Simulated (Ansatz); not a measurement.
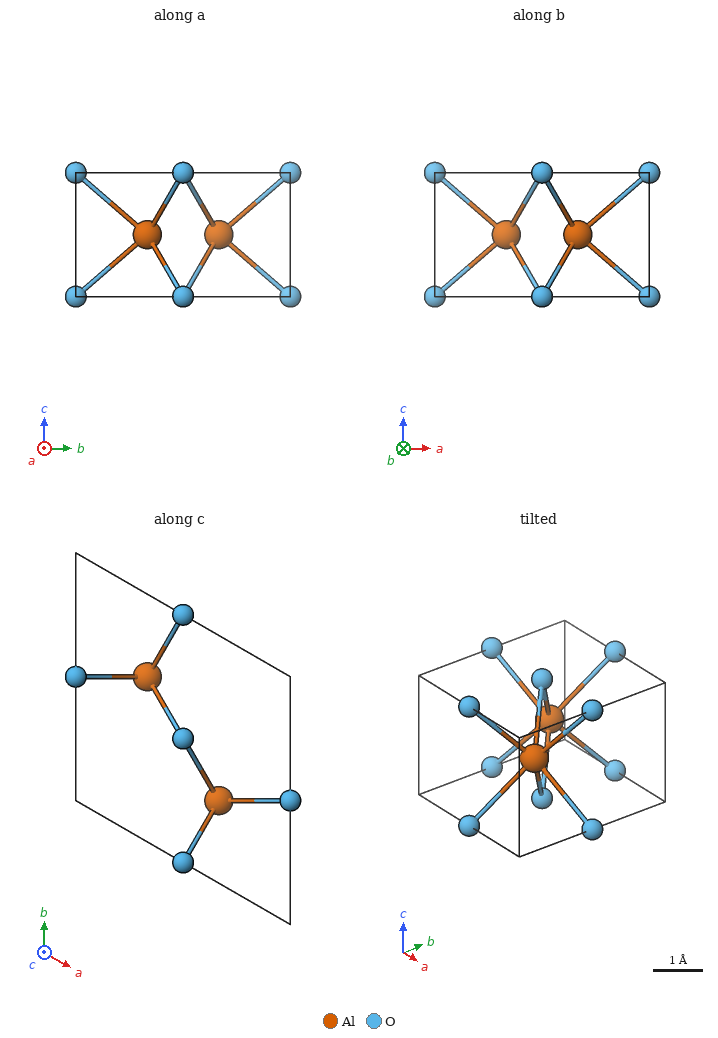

This ball-and-stick model is shown along the a axis, along the b axis, along the c axis and slightly off an axis. One conventional unit cell is framed, with atoms on its boundary repeated.

Lattice parameters: a = 5.0567 Å, b = 5.0567 Å, c = 2.5284 Å, α = 90.000°, β = 90.000°, γ = 120.000°.

> Set out the cell and atoms as a CIF with its space group and independent sites.

```cif
data_structure
_symmetry_space_group_name_H-M 'P 6/m m m'
_symmetry_Int_Tables_number 191
_cell_length_a 5.0567
_cell_length_b 5.0567
_cell_length_c 2.5284
_cell_angle_alpha 90.000
_cell_angle_beta 90.000
_cell_angle_gamma 120.000
_cell_volume 55.99
loop_
_atom_site_label
_atom_site_type_symbol
_atom_site_symmetry_multiplicity
_atom_site_Wyckoff_symbol
_atom_site_fract_x
_atom_site_fract_y
_atom_site_fract_z
_atom_site_occupancy
Al1 Al 2 d 0.3333 0.6667 0.5000 1
O1 O 3 f 0.5000 0.0000 0.0000 1
```

The initial geometry was a random cell made by a generator, so it need not be a real form of the compound. The final geometry of a relaxation with Ansatz, DFT PBE, scalar-relativistic, plane waves, PAW is shown.
